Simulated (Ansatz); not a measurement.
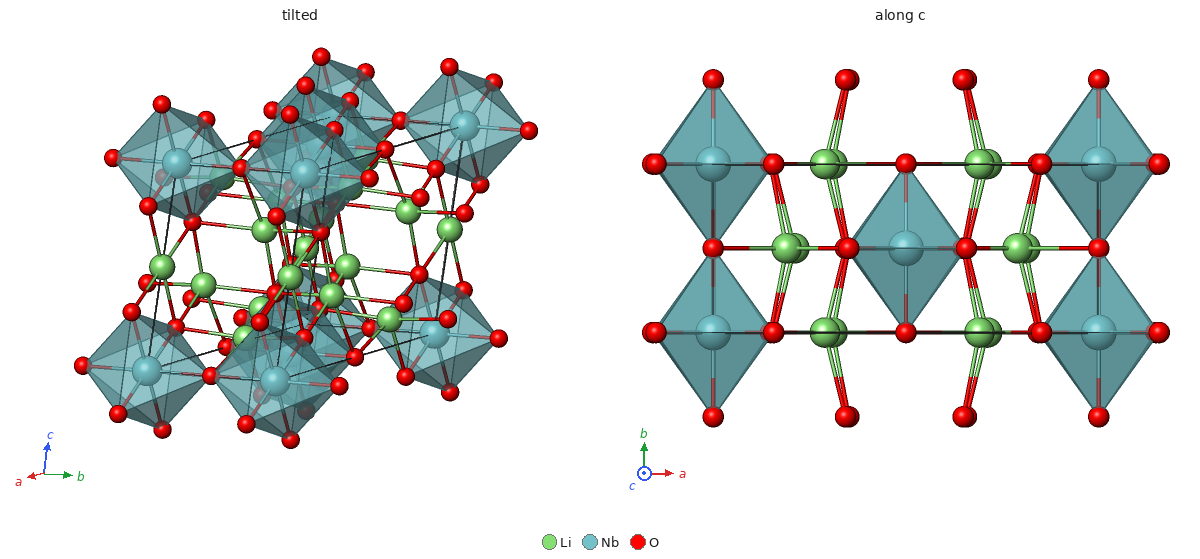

View slightly off an axis and along the c axis, drawn as a polyhedral model. Atoms at the boundary of the conventional unit cell (the box) are drawn once for each face, edge or corner they touch. A few atoms beyond the faces are included.

Li5NbO5, space group C2/m (No. 12), a = 9.50 Å, b = 3.95 Å, c = 5.79 Å, α = 90.00°, β = 108.09°, γ = 90.00°.

All computed values are from DFT PBEsol, scalar-relativistic, plane waves, PAW (Ansatz 0.2.0). Settings: a basis cut at 420 eV, k-points about 0.29 Å⁻¹ apart, Gaussian smearing of 0.02 eV, no spin polarisation.

> Does it come out as a metal, or with a gap?

An insulator at this level, with a gap of 3.18 eV on the k-mesh (the true edges may lie between mesh points, so the gap can be somewhat smaller).

The model was built from a structure listed in the Materials Project. It was relaxed with DFT PBEsol, scalar-relativistic, plane waves, PAW in Ansatz under a constraint or pressure on the cell, so some stress remains.
